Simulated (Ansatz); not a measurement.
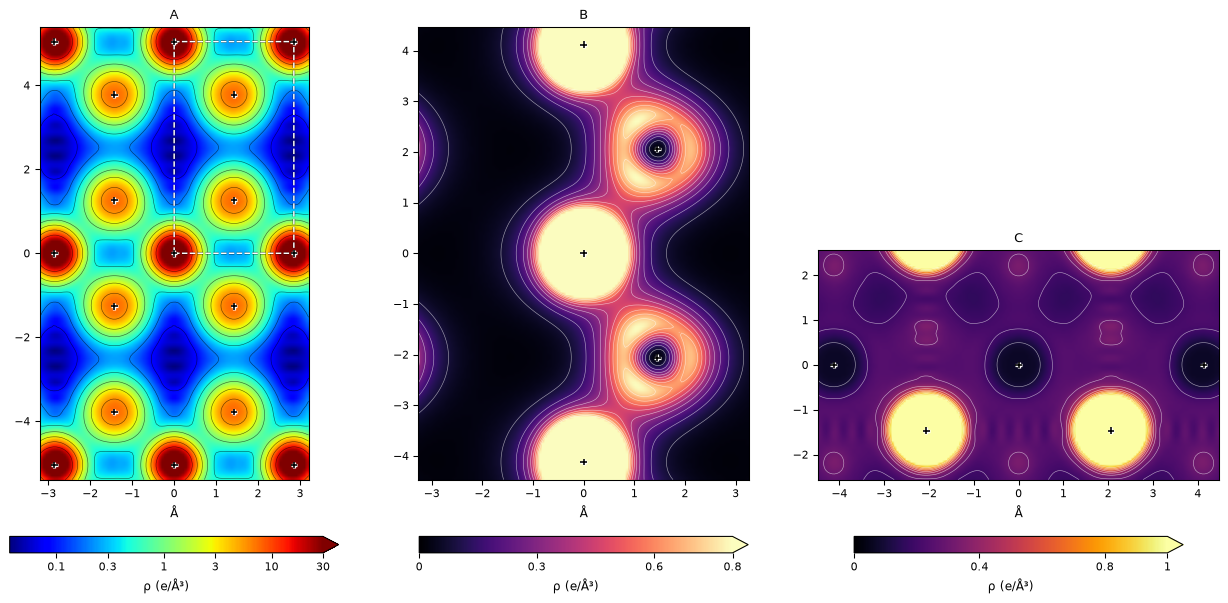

The valence charge density (pseudo) of 3 systems, each on a plane through atoms (crosses mark nuclei in the plane).

Level of theory: DFT LDA, scalar-relativistic, plane waves, PAW (Ansatz).

System 1: InP, the (011) plane of the conventional cell. Space group F-43m; a generated structure, not necessarily the stable one; changed on purpose from its base cell (volume × 1.000 of the coarse rest volume).

```yaml
crystal:
  lattice:
    - [5.82640, 0.00000, 0.00000]
    - [0.00000, 0.00000, -5.82640]
    - [0.00000, 5.82640, 0.00000]
  atoms:
    - { symbol: In, position: [0.50000, 0.50000, 0.00000] }
    - { symbol: In, position: [0.00000, 0.50000, 0.50000] }
    - { symbol: In, position: [0.00000, 0.00000, 0.00000] }
    - { symbol: In, position: [0.50000, 0.00000, 0.50000] }
    - { symbol: P, position: [0.25000, 0.75000, 0.25000] }
    - { symbol: P, position: [0.75000, 0.75000, 0.75000] }
    - { symbol: P, position: [0.75000, 0.25000, 0.25000] }
    - { symbol: P, position: [0.25000, 0.25000, 0.75000] }
```

System 2: CuO, the (100) plane of the standardised cell. Space group Cccm; computed without spin polarisation.

```
CELL_PARAMETERS angstrom
2.01359 -2.01445 0.16021
2.01359 2.01445 0.16021
-0.40038 0.00000 5.02845
ATOMIC_POSITIONS crystal
Cu 0.50000 0.00000 0.00185
Cu 0.00000 0.50000 0.50185
O 0.00001 0.99999 0.25185
O 0.99999 0.00001 0.75185
```

System 3: AlCu3, the (010) plane of the conventional cell. Space group Pmmn; a structure from a database of computed crystals, not necessarily the ambient phase; computed without spin polarisation.

```
Al Cu
1.0
     4.12672    0.00000    0.00000
     0.00000    5.05749    0.00000
     0.00000    0.00000    4.42047
Al Cu
2 6
Direct
  0.00000 0.00000 0.66402
  0.50000 0.50000 0.33598
  0.00000 0.50000 0.66837
  0.50000 0.00000 0.33163
  0.00000 0.25107 0.16370
  0.00000 0.74893 0.16370
  0.50000 0.24893 0.83630
  0.50000 0.75107 0.83630
```

Question: Which map belongs to which system?

Answer: Panel A is system 2, CuO: the plane holds Cu and O. Cu–O (1.90 Å): ρ at the midpoint is about 0.73 e/Å³. Panel B is system 1, InP: the plane holds In and P. In–P (2.52 Å): ρ is about 0.46 e/Å³ halfway. Panel C is system 3, AlCu3: the plane holds Al and Cu. Al–Cu (2.53 Å): the density is about 0.28 e/Å³ at the midpoint.
